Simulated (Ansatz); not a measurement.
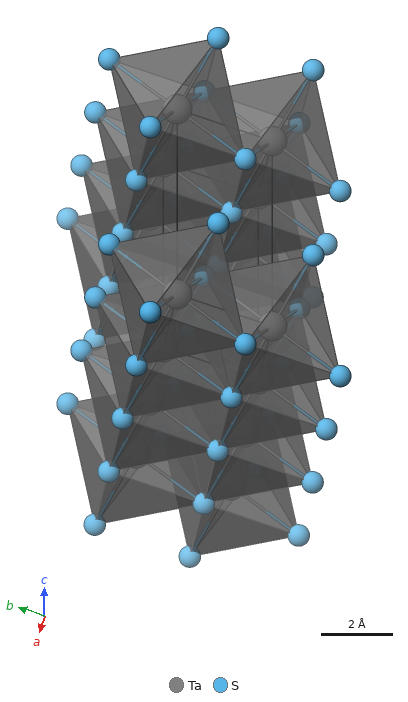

The structure (polyhedral view of the cell of the calculation, repeated 3 × 1 × 1, seen at an oblique angle; polyhedra are completed across the faces of the cell).

## Single-point calculation, with input and output: TaS2 (part 1 of 2)

The run: single-point calculation of TaS2 (3 atoms in the cell). Method and program: DFT PBE+U, spin-orbit coupling, plane waves, PAW, Ueff = 4 eV on Ta atom 1 d (Ansatz 0.2.0).

The structure derives from an entry of the Crystallography Open Database. It belongs to a series of runs on one base structure; here: random orbitals: random, high filling. Figures and captions count atoms from 1; the log counts them from 0 in places.

### What the program printed
```
Warning: output.stress: scf.convergence.dr2_threshold = 1e-7 eV (the SCF's general default) is looser than the 3e-10 eV advised for a printed stress (1e-10 eV for each atom of the cell: 3). What an SCF threshold leaves in a stress goes as its square root, and in the free energy as the threshold itself, and one threshold admits the most on a small cell: of the crystals measured, under no hybrid functional and no lock of the moments, on runs that ended without the residual-converged pass, on stresses that held no estimate of that error, the worst erred by over 100 MPa in a component at 1e-7 eV an atom and by under 5 at 1e-10. Set scf.convergence.dr2_threshold to 3e-10 eV or tighter. The threshold is an SCF's pass mark: one that does not reach it within its budget of iterations ends unconverged, or closes short of it on a stop that the run arms, and scf.convergence.dr2_threshold's page says what that costs each kind of run
Ta: projections on atomic orbitals take those of the free atom [Kr 4d10 4f14] 5s2 5p6 5d3 6s2, of charge +0.00 (hamiltonian.pseudopotentials.projection_atoms); the dataset's partial waves leave at most 1.2e-6 of an orbital's norm unspanned inside its sphere
S: projections on atomic orbitals take those of the free atom [Ne] 3s2 3p4, of charge +0.00 (hamiltonian.pseudopotentials.projection_atoms); the dataset's partial waves leave at most 1.5e-11 of an orbital's norm unspanned inside its sphere
Engine: ansatz 0.2.0, aarch64-unknown-linux-gnu
Pseudopotentials: kind: paw_fr
Pseudopotential: Ta, paw_fr, valence charge 13, recommended cutoff 420 eV (normal), Ta.paw.azcp#standard-fr
Pseudopotential: S, paw_fr, valence charge 6, recommended cutoff 420 eV (normal), S.paw.azcp#standard-fr
Functional definition: PBE
  parameter kappa = 0.804
  parameter beta = 0.06672455060314922
  exchange = pbe_x(kappa = kappa, mu = beta*pi^2/3)
  correlation = pbe_c(beta = beta)
Crystal: 3 atoms, lattice volume = 56.953 Å³
Basis set: ecut = 420 eV, 1135 PW (Γ), exchange–correlation on 48×48×80 points (8 copies of the dense FFT grid, shifted against one another)
Bands: 34, of which v1, the nominal top of the filled ones, is band 25 counted from 1 (24 counted from 0)
Symmetry: 2 space group operations
Magnetic group: BNS 2.4 (UNI 4), of the structure as read, at distance tolerance 3.8e-5 Å
k-points: 74 of 147
Projection manifold: j_resolved (fully-relativistic pseudo-atomic orbitals)
Non-local potential: Ta, projectors of the file, l = 0: 3, l = 1: 4, l = 2: 4, l = 3: 2
Non-local potential: S, projectors of the file, l = 0: 2, l = 1: 4, l = 2: 4
PAW form: soft (Blöchl's): semilocal exchange-correlation on the pseudo side does not see the compensation charge
PAW one-centre angular grid: Ta, 590 points (default); XC on 64 Gauss nodes
PAW one-centre angular grid: S, 110 points (default); XC on 64 Gauss nodes
Initial density: superposition of atomic densities (chi_scale 0.1, normalization cell, long waves kept (reshape's long-wave potential 0.04 eV rms))
Starting moments: Σ|m| = 1 μB on 1 of 3 sites
Initial wavefunctions: pseudopotential atomic-orbital guess
Functional: x = pbe(κ = 0.804, μ = 0.2195149727645171), c = pbe(β = 0.06672455060314922)
SCF iter   1: F=—  HF=-11755.636654 eV  |F-HF|=—  |Δ(HF+E_count)|=         —  Δρ=5.40e-2  dr2=2.05e0  dr2_m=1.67e-1  ethr=3.10e-3  |M|=7.28e-1 ∫|m|=7.79e-1 μB  |m|>n=0.0e0 m-floor=0.0e0 τ_xc=5.2e-16 mc-row=0.0e0  β_m=0.30  ⟨swp⟩=7.3  Hψ=13876  notcnv=0  defer=22
preconditioner: auto → Kerker (q_TF=auto, 2.378 Å⁻¹)  [metal: Δε(μ)=0.022 eV  Ē_g=9.830 eV  σ=0.050 eV  W_gap=0.24  n_scr=10 (ndim 8)  ℏωp=20.3 eV  f_vac=0.000  D(μ)=1.65/eV (n_scr^D=10)]
spin=Noncollinear: Kerker preconditioning applied to the charge; magnetization (m_x, m_y, m_z) channels mix plain (no charge-response kernel on spin).
SCF iter   2: F=—  HF=-11755.321336 eV  |F-HF|=—  |Δ(HF+E_count)|=   3.15e-1  Δρ=3.82e-2  dr2=1.05e0  dr2_m=8.31e-2  ethr=3.10e-3  |M|=7.25e-1 ∫|m|=7.90e-1 μB  |m|>n=0.0e0 m-floor=0.0e0 τ_xc=1.2e-3 mc-row=0.0e0  β_m=0.30  ⟨swp⟩=2.2  Hψ=3672  notcnv=0  defer=261
SCF iter   3: F=—  HF=-11755.066429 eV  |F-HF|=—  |Δ(HF+E_count)|=   2.55e-1  Δρ=1.23e-2  dr2=2.13e-1  dr2_m=3.95e-2  ethr=3.10e-3  |M|=7.11e-1 ∫|m|=8.02e-1 μB  |m|>n=0.0e0 m-floor=0.0e0 τ_xc=2.1e-3 mc-row=0.0e0  β_m=0.30  ⟨swp⟩=3.0  Hψ=4217  notcnv=0  defer=261
SCF iter   4: F=—  HF=-11755.049926 eV  |F-HF|=—  |Δ(HF+E_count)|=   1.65e-2  Δρ=8.96e-3  dr2=2.53e-2  dr2_m=2.10e-2  ethr=8.51e-4  |M|=7.17e-1 ∫|m|=8.09e-1 μB  |m|>n=0.0e0 m-floor=0.0e0 τ_xc=2.8e-3 mc-row=0.0e0  β_m=0.30  ⟨swp⟩=2.1  Hψ=3487  notcnv=0  defer=271
SCF iter   5: F=—  HF=-11755.053669 eV  |F-HF|=—  |Δ(HF+E_count)|=   3.74e-3  Δρ=6.45e-3  dr2=9.71e-3  dr2_m=1.09e-2  ethr=1.01e-4  |M|=7.22e-1 ∫|m|=8.18e-1 μB  |m|>n=0.0e0 m-floor=0.0e0 τ_xc=3.3e-3 mc-row=0.0e0  β_m=1.00  ⟨swp⟩=2.3  Hψ=3310  notcnv=0  defer=271
SCF iter   6: F=—  HF=-11755.062645 eV  |F-HF|=—  |Δ(HF+E_count)|=   8.98e-3  Δρ=1.46e-3  dr2=9.57e-4  dr2_m=2.03e-4  ethr=3.88e-5  |M|=7.35e-1 ∫|m|=8.43e-1 μB  |m|>n=0.0e0 m-floor=0.0e0 τ_xc=3.9e-3 mc-row=0.0e0  β_m=1.00  ⟨swp⟩=2.0  Hψ=4268  notcnv=0  defer=271
SCF iter   7: F=—  HF=-11755.063191 eV  |F-HF|=—  |Δ(HF+E_count)|=   5.46e-4  Δρ=1.10e-3  dr2=4.58e-4  dr2_m=3.80e-5  ethr=3.83e-6  |M|=7.39e-1 ∫|m|=8.53e-1 μB  |m|>n=0.0e0 m-floor=0.0e0 τ_xc=4.4e-3 mc-row=0.0e0  β_m=1.00  ⟨swp⟩=2.0  Hψ=3352  notcnv=0  defer=271
SCF iter   8: F=—  HF=-11755.063712 eV  |F-HF|=—  |Δ(HF+E_count)|=   5.22e-4  Δρ=2.06e-4  dr2=1.98e-5  dr2_m=1.32e-5  ethr=1.83e-6  |M|=7.41e-1 ∫|m|=8.57e-1 μB  |m|>n=0.0e0 m-floor=0.0e0 τ_xc=4.8e-3 mc-row=0.0e0  β_m=1.00  ⟨swp⟩=2.0  Hψ=3459  notcnv=0  defer=271
SCF iter   9: F=—  HF=-11755.063770 eV  |F-HF|=—  |Δ(HF+E_count)|=   5.76e-5  Δρ=1.46e-4  dr2=1.06e-5  dr2_m=7.29e-6  ethr=7.91e-8  |M|=7.42e-1 ∫|m|=8.58e-1 μB  |m|>n=0.0e0 m-floor=0.0e0 τ_xc=5.1e-3 mc-row=0.0e0  β_m=0.30  ⟨swp⟩=2.2  Hψ=3705  notcnv=0  defer=271
Mixer restart at iter 9: flushing history
spin-set hold released at iteration 9 (site moments contracting): the magnetisation degrees of freedom join the quasi-Newton model from the next iteration; the mixer history was flushed
SCF iter  10: F=—  HF=-11755.063798 eV  |F-HF|=—  |Δ(HF+E_count)|=   2.80e-5  Δρ=1.16e-4  dr2=7.31e-6  dr2_m=4.43e-6  ethr=4.22e-8  |M|=7.42e-1 ∫|m|=8.58e-1 μB  |m|>n=0.0e0 m-floor=0.0e0 τ_xc=5.3e-3 mc-row=0.0e0  β_m=0.65  ⟨swp⟩=1.2  Hψ=2591  notcnv=0  defer=271
SCF iter  11: F=—  HF=-11755.063835 eV  |F-HF|=—  |Δ(HF+E_count)|=   3.69e-5  Δρ=3.47e-5  dr2=1.00e-6  dr2_m=1.72e-7  ethr=2.93e-8  |M|=7.42e-1 ∫|m|=8.59e-1 μB  |m|>n=0.0e0 m-floor=0.0e0 τ_xc=5.9e-3 mc-row=0.0e0  β_m=0.82  ⟨swp⟩=2.0  Hψ=4101  notcnv=0  defer=271
SCF iter  12: F=—  HF=-11755.063837 eV  |F-HF|=—  |Δ(HF+E_count)|=   1.80e-6  Δρ=1.79e-5  dr2=3.09e-7  dr2_m=1.91e-8  ethr=4.01e-9  |M|=7.42e-1 ∫|m|=8.59e-1 μB  |m|>n=0.0e0 m-floor=0.0e0 τ_xc=6.0e-3 mc-row=0.0e0  β_m=0.91  ⟨swp⟩=2.0  Hψ=3286  notcnv=0  defer=271
SCF iter  13: F=—  HF=-11755.063837 eV  |F-HF|=—  |Δ(HF+E_count)|=   6.09e-7  Δρ=3.41e-6  dr2=1.79e-8  dr2_m=1.02e-9  ethr=4.00e-10  |M|=7.42e-1 ∫|m|=8.59e-1 μB  |m|>n=0.0e0 m-floor=0.0e0 τ_xc=6.0e-3 mc-row=0.0e0  β_m=0.91  ⟨swp⟩=17.2  Hψ=20088  notcnv=0
Mixer restart at iter 13: flushing history
SCF iter  14: F=—  HF=-11755.067699 eV  |F-HF|=—  |Δ(HF+E_count)|=         —  Δρ=2.24e-5  dr2=7.39e-7  dr2_m=1.25e-8  ethr=7.16e-11  |M|=7.42e-1 ∫|m|=8.59e-1 μB  |m|>n=0.0e0 m-floor=0.0e0 τ_xc=6.0e-3 mc-row=0.0e0  β_m=0.91  ⟨swp⟩=3.8  Hψ=5025  notcnv=0
SCF iter  15: F=—  HF=-11757.117578 eV  |F-HF|=—  |Δ(HF+E_count)|=    2.05e0  Δρ=1.85e-2  dr2=4.65e-1  dr2_m=6.22e-3  ethr=7.16e-11  |M|=7.08e-1 ∫|m|=8.41e-1 μB  |m|>n=0.0e0 m-floor=0.0e0 τ_xc=6.0e-3 mc-row=0.0e0  β_m=0.01  ⟨swp⟩=9.4  Hψ=14821  notcnv=0
SCF iter  16: F=—  HF=-11757.119114 eV  |F-HF|=—  |Δ(HF+E_count)|=   1.54e-3  Δρ=1.82e-2  dr2=4.52e-1  dr2_m=6.18e-3  ethr=7.16e-11  |M|=7.08e-1 ∫|m|=8.40e-1 μB  |m|>n=0.0e0 m-floor=0.0e0 τ_xc=6.0e-3 mc-row=0.0e0  β_m=0.01  ⟨swp⟩=4.7  Hψ=8246  notcnv=0  defer=255
SCF iter  17: F=—  HF=-11757.116029 eV  |F-HF|=—  |Δ(HF+E_count)|=   3.09e-3  Δρ=1.77e-2  dr2=4.28e-1  dr2_m=6.00e-3  ethr=7.16e-11  |M|=7.08e-1 ∫|m|=8.41e-1 μB  |m|>n=0.0e0 m-floor=0.0e0 τ_xc=6.0e-3 mc-row=0.0e0  β_m=0.02  ⟨swp⟩=5.0  Hψ=8177  notcnv=0  defer=255
SCF iter  18: F=—  HF=-11757.105684 eV  |F-HF|=—  |Δ(HF+E_count)|=   1.03e-2  Δρ=1.66e-2  dr2=3.74e-1  dr2_m=5.78e-3  ethr=7.16e-11  |M|=7.09e-1 ∫|m|=8.41e-1 μB  |m|>n=0.0e0 m-floor=0.0e0 τ_xc=6.1e-3 mc-row=0.0e0  β_m=0.03  ⟨swp⟩=6.1  Hψ=9592  notcnv=0  defer=255
SCF iter  19: F=—  HF=-11757.085284 eV  |F-HF|=—  |Δ(HF+E_count)|=   2.04e-2  Δρ=1.40e-2  dr2=2.64e-1  dr2_m=5.32e-3  ethr=7.16e-11  |M|=7.08e-1 ∫|m|=8.38e-1 μB  |m|>n=0.0e0 m-floor=0.0e0 τ_xc=6.1e-3 mc-row=0.0e0  β_m=0.04  ⟨swp⟩=6.6  Hψ=10370  notcnv=0  defer=255
SCF iter  20: F=—  HF=-11757.060799 eV  |F-HF|=—  |Δ(HF+E_count)|=   2.45e-2  Δρ=9.32e-3  dr2=1.06e-1  dr2_m=4.58e-3  ethr=7.16e-11  |M|=7.03e-1 ∫|m|=8.29e-1 μB  |m|>n=0.0e0 m-floor=0.0e0 τ_xc=6.2e-3 mc-row=0.0e0  β_m=0.26  ⟨swp⟩=7.0  Hψ=12064  notcnv=0  defer=253
SCF iter  21: F=—  HF=-11757.122537 eV  |F-HF|=—  |Δ(HF+E_count)|=   6.17e-2  Δρ=5.74e-3  dr2=1.82e-2  dr2_m=3.45e-3  ethr=7.16e-11  |M|=6.92e-1 ∫|m|=8.11e-1 μB  |m|>n=0.0e0 m-floor=0.0e0 τ_xc=6.6e-3 mc-row=0.0e0  β_m=0.76  ⟨swp⟩=7.6  Hψ=12910  notcnv=0  defer=256
SCF iter  22: F=—  HF=-11757.225818 eV  |F-HF|=—  |Δ(HF+E_count)|=   1.03e-1  Δρ=3.53e-3  dr2=6.24e-3  dr2_m=1.20e-3  ethr=7.16e-11  |M|=6.66e-1 ∫|m|=7.72e-1 μB  |m|>n=0.0e0 m-floor=0.0e0 τ_xc=7.3e-3 mc-row=0.0e0  β_m=0.93  ⟨swp⟩=7.2  Hψ=13329  notcnv=0  defer=256
SCF iter  23: F=—  HF=-11757.245895 eV  |F-HF|=—  |Δ(HF+E_count)|=   2.01e-2  Δρ=1.61e-3  dr2=1.65e-3  dr2_m=5.99e-4  ethr=7.16e-11  |M|=6.83e-1 ∫|m|=7.88e-1 μB  |m|>n=0.0e0 m-floor=0.0e0 τ_xc=7.1e-3 mc-row=0.0e0  β_m=0.96  ⟨swp⟩=7.0  Hψ=11973  notcnv=0  defer=252
SCF iter  24: F=—  HF=-11757.257573 eV  |F-HF|=—  |Δ(HF+E_count)|=   1.17e-2  Δρ=1.10e-3  dr2=3.79e-4  dr2_m=2.68e-4  ethr=7.16e-11  |M|=7.07e-1 ∫|m|=8.31e-1 μB  |m|>n=0.0e0 m-floor=0.0e0 τ_xc=6.6e-3 mc-row=0.0e0  β_m=0.98  ⟨swp⟩=7.1  Hψ=11140  notcnv=0  defer=249
SCF iter  25: F=—  HF=-11757.261376 eV  |F-HF|=—  |Δ(HF+E_count)|=   3.80e-3  Δρ=5.27e-4  dr2=5.88e-5  dr2_m=5.92e-5  ethr=7.16e-11  |M|=7.28e-1 ∫|m|=8.72e-1 μB  |m|>n=0.0e0 m-floor=0.0e0 τ_xc=5.9e-3 mc-row=0.0e0  β_m=0.99  ⟨swp⟩=6.6  Hψ=10623  notcnv=0  defer=237
SCF iter  26: F=—  HF=-11757.262891 eV  |F-HF|=—  |Δ(HF+E_count)|=   1.52e-3  Δρ=6.00e-4  dr2=4.58e-5  dr2_m=7.05e-5  ethr=7.16e-11  |M|=7.57e-1 ∫|m|=9.12e-1 μB  |m|>n=0.0e0 m-floor=0.0e0 τ_xc=5.7e-3 mc-row=0.0e0  β_m=1.00  ⟨swp⟩=6.2  Hψ=9554  notcnv=0  defer=237
SCF iter  27: F=—  HF=-11757.263976 eV  |F-HF|=—  |Δ(HF+E_count)|=   1.08e-3  Δρ=6.04e-4  dr2=4.91e-5  dr2_m=7.06e-5  ethr=7.16e-11  |M|=7.79e-1 ∫|m|=9.42e-1 μB  |m|>n=0.0e0 m-floor=0.0e0 τ_xc=5.7e-3 mc-row=0.0e0  β_m=1.00  ⟨swp⟩=6.0  Hψ=9287  notcnv=0  defer=237
SCF iter  28: F=—  HF=-11757.264911 eV  |F-HF|=—  |Δ(HF+E_count)|=         —  Δρ=3.88e-4  dr2=3.50e-5  dr2_m=2.94e-5  ethr=7.16e-11  |M|=7.90e-1 ∫|m|=9.61e-1 μB  |m|>n=0.0e0 m-floor=0.0e0 τ_xc=5.7e-3 mc-row=0.0e0  β_m=0.59  ⟨swp⟩=6.4  Hψ=9825  notcnv=0  defer=237
SCF iter  29: F=—  HF=-11757.265441 eV  |F-HF|=—  |Δ(HF+E_count)|=   5.29e-4  Δρ=2.73e-4  dr2=1.46e-5  dr2_m=1.39e-5  ethr=7.16e-11  |M|=7.95e-1 ∫|m|=9.78e-1 μB  |m|>n=0.0e0 m-floor=0.0e0 τ_xc=5.7e-3 mc-row=0.0e0  β_m=1.00  ⟨swp⟩=6.2  Hψ=9790  notcnv=0  defer=237
SCF iter  30: F=—  HF=-11757.265568 eV  |F-HF|=—  |Δ(HF+E_count)|=   1.28e-4  Δρ=1.14e-4  dr2=3.77e-6  dr2_m=2.87e-6  ethr=7.16e-11  |M|=7.94e-1 ∫|m|=9.75e-1 μB  |m|>n=0.0e0 m-floor=0.0e0 τ_xc=5.4e-3 mc-row=0.0e0  β_m=1.00  ⟨swp⟩=5.3  Hψ=8378  notcnv=0  defer=238
SCF iter  31: F=—  HF=-11757.265636 eV  |F-HF|=—  |Δ(HF+E_count)|=   6.78e-5  Δρ=6.91e-5  dr2=4.37e-7  dr2_m=9.40e-7  ethr=7.16e-11  |M|=7.95e-1 ∫|m|=9.76e-1 μB  |m|>n=0.0e0 m-floor=0.0e0 τ_xc=5.2e-3 mc-row=0.0e0  β_m=1.00  ⟨swp⟩=5.2  Hψ=8112  notcnv=0  defer=238
SCF iter  32: F=—  HF=-11757.265651 eV  |F-HF|=—  |Δ(HF+E_count)|=   1.53e-5  Δρ=2.58e-5  dr2=5.75e-8  dr2_m=1.77e-7  ethr=7.16e-11  |M|=7.96e-1 ∫|m|=9.78e-1 μB  |m|>n=0.0e0 m-floor=0.0e0 τ_xc=5.1e-3 mc-row=0.0e0  β_m=1.00  ⟨swp⟩=12.8  Hψ=22286  notcnv=0
SCF iter  33: F=—  HF=-11757.265652 eV  |F-HF|=—  |Δ(HF+E_count)|=   1.18e-6  Δρ=2.00e-5  dr2=1.12e-8  dr2_m=8.14e-8  ethr=7.16e-11  |M|=7.96e-1 ∫|m|=9.77e-1 μB  |m|>n=0.0e0 m-floor=0.0e0 τ_xc=5.1e-3 mc-row=0.0e0  β_m=1.00  ⟨swp⟩=12.0  Hψ=19949  notcnv=0
Mixer restart at iter 33: flushing history
SCF iter  34: F=—  HF=-11757.265654 eV  |F-HF|=—  |Δ(HF+E_count)|=         —  Δρ=9.23e-6  dr2=9.54e-9  dr2_m=2.20e-8  ethr=4.49e-11  |M|=7.96e-1 ∫|m|=9.77e-1 μB  |m|>n=0.0e0 m-floor=0.0e0 τ_xc=5.1e-3 mc-row=0.0e0  β_m=1.00  ⟨swp⟩=4.8  Hψ=7337  notcnv=0
SCF iter  35: F=—  HF=-11757.265655 eV  |F-HF|=—  |Δ(HF+E_count)|=   5.51e-7  Δρ=5.99e-6  dr2=9.44e-10  dr2_m=1.02e-8  ethr=3.82e-11  |M|=7.96e-1 ∫|m|=9.77e-1 μB  |m|>n=0.0e0 m-floor=0.0e0 τ_xc=5.1e-3 mc-row=0.0e0  β_m=1.00  ⟨swp⟩=11.2  Hψ=16791  notcnv=0
SCF iter  36: F=—  HF=-11757.265655 eV  |F-HF|=—  |Δ(HF+E_count)|=   2.63e-7  Δρ=6.33e-6  dr2=2.37e-9  dr2_m=7.27e-9  ethr=3.77e-12  |M|=7.96e-1 ∫|m|=9.78e-1 μB  |m|>n=0.0e0 m-floor=0.0e0 τ_xc=5.1e-3 mc-row=0.0e0  β_m=1.00  ⟨swp⟩=8.4  Hψ=14168  notcnv=0
SCF iter  37: F=—  HF=-11757.265655 eV  |F-HF|=—  |Δ(HF+E_count)|=   2.36e-7  Δρ=7.08e-6  dr2=1.80e-9  dr2_m=6.87e-9  ethr=3.77e-12  |M|=7.96e-1 ∫|m|=9.78e-1 μB  |m|>n=0.0e0 m-floor=0.0e0 τ_xc=5.1e-3 mc-row=0.0e0  β_m=1.00  ⟨swp⟩=5.1  Hψ=15572  notcnv=0
Mixer restart at iter 37: flushing history
SCF iter  38: F=—  HF=-11757.265651 eV  |F-HF|=—  |Δ(HF+E_count)|=         —  Δρ=1.47e-5  dr2=3.17e-9  dr2_m=4.85e-8  ethr=3.77e-12  |M|=7.96e-1 ∫|m|=9.78e-1 μB  |m|>n=0.0e0 m-floor=0.0e0 τ_xc=5.1e-3 mc-row=0.0e0  β_m=1.00  ⟨swp⟩=6.9  Hψ=10522  notcnv=0
SCF iter  39: F=—  HF=-11757.265657 eV  |F-HF|=—  |Δ(HF+E_count)|=   6.28e-6  Δρ=7.10e-6  dr2=1.49e-9  dr2_m=1.27e-8  ethr=3.77e-12  |M|=7.96e-1 ∫|m|=9.78e-1 μB  |m|>n=0.0e0 m-floor=0.0e0 τ_xc=5.1e-3 mc-row=0.0e0  β_m=1.00  ⟨swp⟩=12.8  Hψ=18514  notcnv=0
SCF iter  40: F=—  HF=-11757.265659 eV  |F-HF|=—  |Δ(HF+E_count)|=   2.21e-6  Δρ=3.58e-6  dr2=7.76e-10  dr2_m=3.67e-9  ethr=3.77e-12  |M|=7.96e-1 ∫|m|=9.78e-1 μB  |m|>n=0.0e0 m-floor=0.0e0 τ_xc=5.1e-3 mc-row=0.0e0  β_m=0.82  ⟨swp⟩=10.2  Hψ=16140  notcnv=0
iter 41 did not close the SCF: its close was put off for a magnetic moment that had not settled (scf_convergence_deferred on its scf_iter line)
SCF iter  41: F=-11757.265661 eV  HF=-11757.265661 eV  |F-HF|=3.99e-8  |Δ(HF+E_count)|=   1.21e-6  Δρ=3.96e-6  dr2=1.16e-10  dr2_m=2.67e-9  ethr=3.11e-12  |M|=7.96e-1 ∫|m|=9.78e-1 μB  |m|>n=0.0e0 m-floor=0.0e0 τ_xc=5.1e-3 mc-row=0.0e0  β_m=1.00  ⟨swp⟩=11.6  Hψ=17446  notcnv=0
SCF iter  42: F=—  HF=-11757.265661 eV  |F-HF|=—  |Δ(HF+E_count)|=   1.86e-7  Δρ=5.53e-6  dr2=7.27e-11  dr2_m=4.19e-9  ethr=1.00e-12  |M|=7.96e-1 ∫|m|=9.78e-1 μB  |m|>n=0.0e0 m-floor=0.0e0 τ_xc=5.1e-3 mc-row=0.0e0  β_m=1.00  ⟨swp⟩=5.0  Hψ=15591  notcnv=0
```
